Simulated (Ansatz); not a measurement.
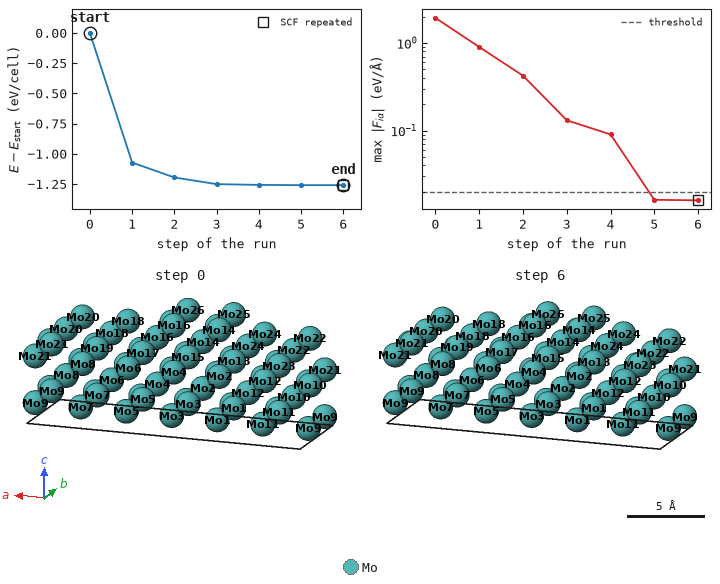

First and last geometry of a constrained relaxation of a slab of composition Mo (cut from the Im-3m phase), with the history of the run. Style: spheres-only. Shown: the 1 × 2 repeat of the cell, outlined in the plane, without the vacuum (origin shifted), from a free direction.

Case: stripe over 2 of 6 cells, two steps. 12 atoms are held fixed.

All numbers below come from DFT PBE, scalar-relativistic, plane waves, PAW in Ansatz 0.2.0. (plane-wave cutoff 420 eV; k-point mesh 2 × 10 × 1; occupations gaussian; smearing width 0.1 eV; no spin polarisation; dipole correction; atoms relaxed in a fixed cell; force threshold 0.02 eV/Å; at most 45 steps)

### Read the history and describe the run.

It converged. The energy falls by 1.258 eV per cell of the calculation in 5 accepted moves (6 points after the start). The largest force component goes from 1.9 to 0.016 eV/Å. 1 step only repeated the SCF at the same geometry. The largest moves, 0.24 Å, are those of Mo25 and Mo26. Mo26 goes along the normal (−c). The cell doesn't change. Some distances before and after: Mo16–Mo26 2.737 → 2.543 Å, Mo17–Mo18 2.737 → 2.566 Å, Mo10–Mo22 3.160 → 2.993 Å, Mo8–Mo20 3.160 → 3.010 Å. The run took 19 min on 4 threads of Intel(R) Xeon(R) Processor @ 2.50GHz (Skylake/Cascade Lake) (shared host), peak memory 5.1 GiB.
